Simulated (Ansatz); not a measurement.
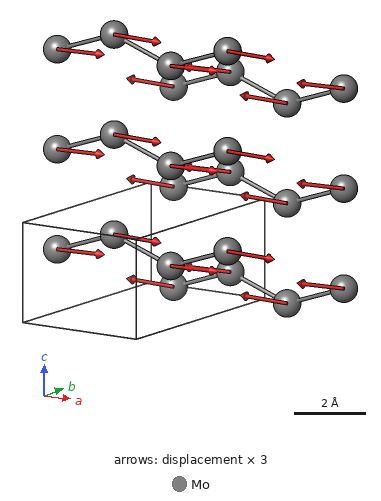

This is a relaxation of solid Mo (built on the N_62 type) (coarse preliminary run). The starting structure is drawn; red arrows show the displacements (the part carried along by the change of the cell is left out), magnified 3 times.

A ball-and-stick model of the cell of the calculation, repeated 2 × 1 × 3 with one cell outlined, seen from a free direction.

Case: N type (Pnma, No. 62).

The calculation used DFT PBE, scalar-relativistic, plane waves, PAW in Ansatz 0.2.0. Settings: plane-wave cutoff 420 eV; k-point mesh 4 × 4 × 6; occupations gaussian; smearing width 0.1 eV; no spin polarisation; cell and atoms relaxed; force threshold 0.04 eV/Å; at most 70 steps.

**What did the optimiser do to the structure, and how much energy did it gain?**

The largest moves relative to the cell, 0.55 Å, are those of Mo atoms. The volume changes by −13.4 %, with a 3.909 → 5.230 Å (+33.8 %), b 6.481 → 4.641 Å (−28.4 %), c 2.915 → 2.635 Å (−9.6 %). Near-neighbour distances that change, for instance: Mo–Mo 3.981 → 2.970 Å, Mo–Mo 2.067 → 2.679 Å, Mo–Mo 3.338 → 2.765 Å, Mo–Mo 2.975 → 3.326 Å. New bonds form: Mo–Mo (3.34 → 2.77 Å). Among the angles between lasting bonds that change: Mo–Mo–Mo 142.1° → 155.0°. The space group stays Pnma (No. 62). The energy falls by 2292 meV per atom in 14 accepted moves (18 points after the start). The largest force component goes from 4.6 to 0.012 eV/Å. Pressure: 35.06 GPa at the start and 0.26 GPa at the end. The line search rejected the trial steps at points 9, 11 of the run. The SCF was repeated twice at an unchanged geometry on a basis and grid sized afresh for the cell, which shifted the energy by 37.9 meV per atom at most. The run took of the order of 90 core-seconds on a shared host.

Limits of the set-up: the k-point mesh is coarse for a cell with partly filled bands.
